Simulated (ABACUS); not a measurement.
## LiH: band-structure run (part 1 of 2)

- system: LiH (Fm-3m, 2 atoms in the cell)
- method: Kohn-Sham DFT of a periodic cell, r2SCAN, SG15 ONCV 1.2 PBE, no spin polarisation (ABACUS 3.10.1)

The structure derives from an entry of the Crystallography Open Database.

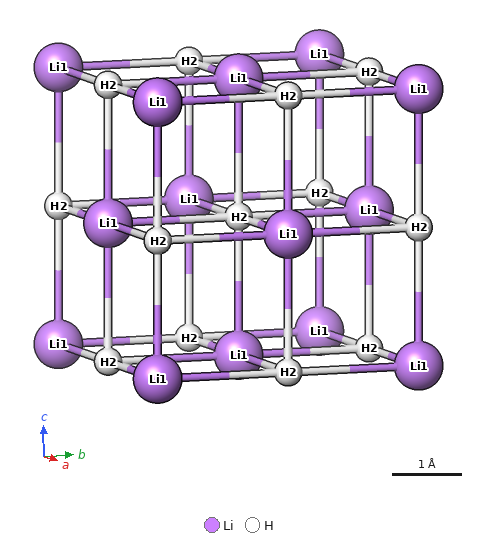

**Figure 1.** The structure (ball-and-stick view of the cell 4 times as large as that of the calculation, set on its symmetry axes, seen slightly off an axis; atoms are numbered from 1 in the order of the input). An atom can appear more than once, as a periodic image.

The input:
```python
"""ABACUS run from a structure file: ASE reads it, the script writes STRU, KPT and INPUT."""
import re
import subprocess
from ase.io import read
from ase.units import Bohr

atoms = read("LiH.cif")
atoms = atoms[(-atoms.numbers).argsort(kind="stable")]  # ABACUS lists atoms element by element
pseudo = {'Li': 'Li_ONCV_PBE-1.2.upf', 'H': 'H_ONCV_PBE-1.2.upf'}
orbital = {}
magmoms = None
kmesh = [7, 7, 7]
params = {
    'suffix': 'LiH',
    'calculation': 'scf',
    'basis_type': 'pw',
    'pseudo_dir': './',
    'symmetry': 1,
    'dft_functional': 'MGGA_X_R2SCAN+MGGA_C_R2SCAN',
    'ecutwfc': 86,
    'pseudo_rcut': 7,
    'nspin': 1,
    'nbands': 12,
    'ks_solver': 'dav',
    'smearing_method': 'fd',
    'smearing_sigma': 0.00367493,
    'scf_thr': 1e-08,
    'scf_nmax': 100,
    'mixing_type': 'broyden',
    'mixing_beta': 0.7,
    'cal_force': 1,
    'cal_stress': 1,
    'mixing_tau': 1,
    'out_chg': 1,
    'kpar': 4,
}

symbols = atoms.get_chemical_symbols()
elements = list(dict.fromkeys(symbols))
lines = ["ATOMIC_SPECIES"] + [f"{e} {atoms.get_masses()[symbols.index(e)]:.4f} {pseudo[e]}" for e in elements]
if orbital:
    lines += ["", "NUMERICAL_ORBITAL"] + [orbital[e] for e in elements]
lines += ["", "LATTICE_CONSTANT", f"{1 / Bohr:.10f}", "", "LATTICE_VECTORS"]
lines += [" ".join(f"{x:.10f}" for x in v) for v in atoms.cell]
lines += ["", "ATOMIC_POSITIONS", "Direct"]
for e in elements:
    lines += ["", e, "0.0", str(symbols.count(e))]
    for i, p in enumerate(atoms.get_scaled_positions(wrap=False)):
        if symbols[i] == e:
            mag = "" if magmoms is None else " mag " + " ".join(str(x) for x in (magmoms[i] if isinstance(magmoms[i], list) else [magmoms[i]]))
            lines.append(" ".join(f"{x:.10f}" for x in p) + " 1 1 1" + mag)
open("STRU", "w").write("\n".join(lines) + "\n")
open("KPT", "w").write("K_POINTS\n0\nGamma\n%d %d %d 0 0 0\n" % tuple(kmesh))
open("INPUT", "w").write("INPUT_PARAMETERS\n" + "".join(f"{k:<20s}{v}\n" for k, v in params.items()))

done = subprocess.run(['mpirun', '-np', '4', 'abacus'])
if done.returncode:
    raise SystemExit(done.returncode)
log = open("OUT.LiH/running_scf.log").read()
print("final energy (eV):", re.findall(r"FINAL_ETOT_IS (\S+)", log))
```

File LiH.cif:
```
data_LiH
_cell_length_a 2.88039947
_cell_length_b 2.88039947
_cell_length_c 2.88039947
_cell_angle_alpha 60.00000000
_cell_angle_beta 60.00000000
_cell_angle_gamma 60.00000000
_space_group_name_H-M_alt 'P1'
_space_group_name_Hall 'P 1'
_space_group_IT_number 1
loop_
_space_group_symop_operation_xyz
'x,y,z'
loop_
_atom_site_label
_atom_site_type_symbol
_atom_site_symmetry_multiplicity
_atom_site_Wyckoff_symbol
_atom_site_fract_x
_atom_site_fract_y
_atom_site_fract_z
_atom_site_occupancy
Li1 Li 1 a 0.0000000000 0.0000000000 0.0000000000 1
H1 H 1 a 0.5000000000 0.5000000000 0.5000000000 1
```

File INPUT:
```
INPUT_PARAMETERS
suffix              LiH
calculation         scf
basis_type          pw
pseudo_dir          ./
symmetry            1
dft_functional      MGGA_X_R2SCAN+MGGA_C_R2SCAN
ecutwfc             86
pseudo_rcut         7
nspin               1
nbands              12
ks_solver           dav
smearing_method     fd
smearing_sigma      0.00367493
scf_thr             1e-08
scf_nmax            100
mixing_type         broyden
mixing_beta         0.7
cal_force           1
cal_stress          1
mixing_tau          1
out_chg             1
kpar                4
```

File STRU:
```
ATOMIC_SPECIES
Li 6.9400 Li_ONCV_PBE-1.2.upf
H 1.0080 H_ONCV_PBE-1.2.upf

LATTICE_CONSTANT
1.8897261258

LATTICE_VECTORS
2.8803994700 0.0000000000 0.0000000000
1.4401997350 2.4944991141 0.0000000000
1.4401997350 0.8314997047 2.3518363190

ATOMIC_POSITIONS
Direct

Li
0.0
1
0.0000000000 0.0000000000 0.0000000000 1 1 1

H
0.0
1
0.5000000000 0.5000000000 0.5000000000 1 1 1
```

File KPT:
```
K_POINTS
0
Gamma
7 7 7 0 0 0
```

Run on 4 threads of Intel Xeon @ 2.50GHz (Skylake/Cascade Lake), 32 GiB of memory available, shared host.

Run as:
```bash
OMP_NUM_THREADS=1 python run_abacus.py > log
```

The program's output:
```
ABACUS v3.10.1

               Atomic-orbital Based Ab-initio Computation at UStc

 ------------------------------------------------------------------------------------

 READING GENERAL INFORMATION
                           global_out_dir = OUT.LiH/
                           global_in_card = INPUT
                               pseudo_dir = ./
                              orbital_dir =
                                    DSIZE = 4
                                    GSIZE = 1

 READING UNITCELL INFORMATION
                                    ntype = 2
                  lattice constant (Bohr) = 1.88973
              lattice constant (Angstrom) = 1

 READING ATOM TYPE 1
                               atom label = Li
                      L=0, number of zeta = 1
                      L=1, number of zeta = 1
                      L=2, number of zeta = 1
             number of atom for this type = 1

 READING ATOM TYPE 2
                               atom label = H
                      L=0, number of zeta = 1
                      L=1, number of zeta = 1
                      L=2, number of zeta = 1
             number of atom for this type = 1

                        TOTAL ATOM NUMBER = 2
DIRECT COORDINATES
    atom                   x                   y                   z     mag                  vx                  vy                  vz
taud_Li1            0.0000000000        0.0000000000        0.0000000000  0.0000        0.0000000000        0.0000000000        0.0000000000
taud_H1            0.5000000000        0.5000000000        0.5000000000  0.0000        0.0000000000        0.0000000000        0.0000000000

                          Volume (Bohr^3) = 114.035
                             Volume (A^3) = 16.8983

 Lattice vectors: (Cartesian coordinate: in unit of a_0)
              +2.8804                  +0                  +0
              +1.4402             +2.4945                  +0
              +1.4402             +0.8315            +2.35184
 Reciprocal vectors: (Cartesian coordinate: in unit of 2 pi/a_0)
            +0.347174           -0.200441           -0.141733
                   -0           +0.400882           -0.141733
                   +0                  -0             +0.4252
 The esolver type has been set to : ksdft_pw

                PAO radial cut off (Bohr) = 7

 Read in pseudopotential file is Li_ONCV_PBE-1.2.upf
                     pseudopotential type = NC
          exchange-correlation functional = PBE
                 nonlocal core correction = 0
                        valence electrons = 3
                                     lmax = 1
                           number of zeta = 0
                     number of projectors = 4
                           L of projector = 0
                           L of projector = 0
                           L of projector = 1
                           L of projector = 1
 XC functional updated to : MGGA_X_R2SCAN+MGGA_C_R2SCAN
          exchange-correlation functional = MGGA_X_R2SCAN+MGGA_C_R2SCAN
                PAO radial cut off (Bohr) = 7

 Read in pseudopotential file is H_ONCV_PBE-1.2.upf
                     pseudopotential type = NC
          exchange-correlation functional = PBE
                 nonlocal core correction = 0
                        valence electrons = 1
                                     lmax = 0
                           number of zeta = 0
                     number of projectors = 2
                           L of projector = 0
                           L of projector = 0
 XC functional updated to : MGGA_X_R2SCAN+MGGA_C_R2SCAN
          exchange-correlation functional = MGGA_X_R2SCAN+MGGA_C_R2SCAN
     initial pseudo atomic orbital number = 0

 SETUP THE ELECTRONS NUMBER
            electron number of element Li = 3
      total electron number of element Li = 3
             electron number of element H = 1
       total electron number of element H = 1
            AUTOSET number of electrons:  = 4
                           occupied bands = 2
                                   NBANDS = 12
                                   NLOCAL = 18

%%%%%%%%%%%%%%%%%%%%%%%%%%%%%%%%%%%%%%%%%%%%%%%%%%%%%%%%%%%%%%%%%%%%%%%%%%%%%%%%%%%%%%%%%%%%%%%%%%%%%%%%%%
 Warning: the number of valence electrons in pseudopotential > 1 for Li: [He] 2s1
 Pseudopotentials with additional electrons can yield (more) accurate outcomes, but may be less efficient.
 If you're confident that your chosen pseudopotential is appropriate, you can safely ignore this warning.
%%%%%%%%%%%%%%%%%%%%%%%%%%%%%%%%%%%%%%%%%%%%%%%%%%%%%%%%%%%%%%%%%%%%%%%%%%%%%%%%%%%%%%%%%%%%%%%%%%%%%%%%%%

 SETUP THE PLANE WAVE BASIS
 energy cutoff for charge/potential (unit:Ry) = 344
            fft grid for charge/potential = [ 36, 36, 36 ]
                        fft grid division = [ 1, 1, 1 ]
        big fft grid for charge/potential = [ 36, 36, 36 ]
                                     nbxx = 46656
                                     nrxx = 46656

 SETUP PLANE WAVES FOR CHARGE/POTENTIAL
                    number of plane waves = 12339
                         number of sticks = 703

 PARALLEL PW FOR CHARGE/POTENTIAL
     PROC   COLUMNS(POT)             PW
        1            703          12339
 --------------- sum -------------------
        1            703          12339
                            number of |g| = 174
                                  max |g| = 31.0967
                                  min |g| = 0

----------- Double Check Mixing Parameters Begin ------------
mixing_type: broyden
mixing_beta: 0.7
mixing_gg0: 1
mixing_gg0_min: 0.1
mixing_ndim: 8
----------- Double Check Mixing Parameters End ------------

 LATTICE VECTORS: (CARTESIAN COORDINATE: IN UNIT OF A0)
              +2.8804                  +0                  +0
              +1.4402             +2.4945                  +0
              +1.4402             +0.8315            +2.35184
                       right hand lattice = 1
                                   NORM_A = 2.8804
                                   NORM_B = 2.8804
                                   NORM_C = 2.8804
                           ALPHA (DEGREE) = 60
                           BETA  (DEGREE) = 60
                           GAMMA (DEGREE) = 60

 The lattice vectors have been changed (STRU_SIMPLE.cif)

(for optimal symmetric configuration:)
                             BRAVAIS TYPE = 3
                     BRAVAIS LATTICE NAME = 03. Cubic F (face-centered)
                                    ibrav = 3
                                    IBRAV = 3
                                  BRAVAIS = FACE CENTERED CUBIC
                       LATTICE CONSTANT A = 4.0735
Original cell was already a primitive cell.
                        ROTATION MATRICES = 48
              PURE POINT GROUP OPERATIONS = 48
                   SPACE GROUP OPERATIONS = 48
                              POINT GROUP = O_h
               POINT GROUP IN SPACE GROUP = O_h

 SETUP K-POINTS
                                    nspin = 1
                   Input type of k points = Monkhorst-Pack(Gamma)
                                   nkstot = 343
                       right hand lattice = 1
(for reciprocal lattice: )
                             BRAVAIS TYPE = 2
                     BRAVAIS LATTICE NAME = 02. Cubic I (body-centered)
                                    ibrav = 2
                       right hand lattice = 1
(for k-lattice: )
                             BRAVAIS TYPE = 2
                     BRAVAIS LATTICE NAME = 02. Cubic I (body-centered)
                                    ibrav = 2
                       right hand lattice = 1
                        ROTATION MATRICES = 48
                               nkstot_ibz = 20
K-POINTS REDUCTION ACCORDING TO SYMMETRY
     IBZ    DIRECT_X    DIRECT_Y    DIRECT_Z  WEIGHT  ibz2bz
       1  0.00000000  0.00000000  0.00000000  0.0029       0
       2  0.14285714  0.14285714  0.14285714  0.0233       1
       3  0.28571429  0.28571429  0.28571429  0.0233       2
       4  0.42857143  0.42857143  0.42857143  0.0233       3
       5  0.14285714  0.14285714  0.00000000  0.0175       8
       6  0.28571429  0.14285714  0.28571429  0.0700       9
       7  0.42857143  0.28571429  0.42857143  0.0700      10
       8 -0.42857143  0.42857143  0.42857143  0.0700      11
       9  0.42857143  0.28571429  0.28571429  0.0700      12
      10  0.28571429  0.14285714  0.14285714  0.0350      13
      11  0.28571429  0.28571429  0.00000000  0.0175      16
      12  0.42857143  0.42857143  0.14285714  0.0700      17
      13 -0.28571429  0.42857143  0.42857143  0.0700      18
      14 -0.42857143  0.28571429  0.28571429  0.0350      19
      15  0.42857143  0.42857143  0.00000000  0.0175      24
      16 -0.14285714  0.42857143  0.42857143  0.0350      25
      17  0.42857143  0.28571429  0.14285714  0.0700      66
      18 -0.42857143  0.42857143  0.28571429  0.1399      67
      19 -0.42857143  0.42857143  0.14285714  0.0700      74
      20 -0.28571429  0.42857143  0.28571429  0.0700      75

                               nkstot now = 20
[... K-POINTS DIRECT COORDINATES: 20 rows ...]

           k-point number in this process = 5
       minimum distributed K point number = 5
[... stars of the k points ...]

[... K-POINTS CARTESIAN COORDINATES: 5 rows ...]

[... K-POINTS DIRECT COORDINATES: 5 rows ...]
```
